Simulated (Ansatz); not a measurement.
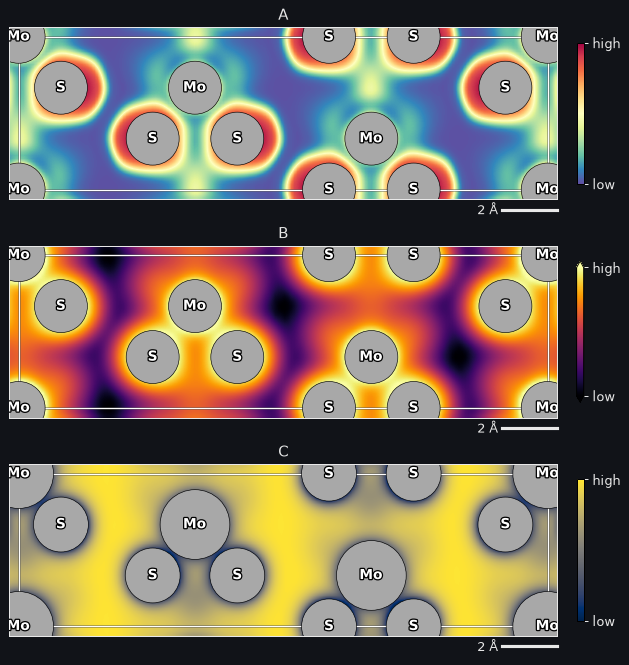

MoS$_{2}$: 3 fields on the (110) plane of the conventional cell, with unlabelled colour scales. Grey discs cover the atomic cores.

Space group R3m; a structure from a database of computed crystals, not necessarily the ambient phase; changed on purpose from its base cell (equal strain along all axes, cell held, atoms relaxed: +2.0 %); computed pressure about −4 GPa in this cell; computed without spin polarisation.

These are results of DFT PBEsol, scalar-relativistic, plane waves, PAW in Ansatz, not measurements.

**The panels show electron localisation function, electrostatic potential energy of an electron and valence pseudo-density in some order. Assign them.**

Panel A: electron localisation function. Panel B: valence pseudo-density. Panel C: electrostatic potential energy of an electron (low next to the atoms, rising into the space between them). From the grid: Mo–S (2.41 Å): ρ at the midpoint is about 0.61 e/Å³; the ELF peaks at about 0.85 in the valence shell of S, 0.8 Å from its nucleus, and is about 0.45 at the midpoint.
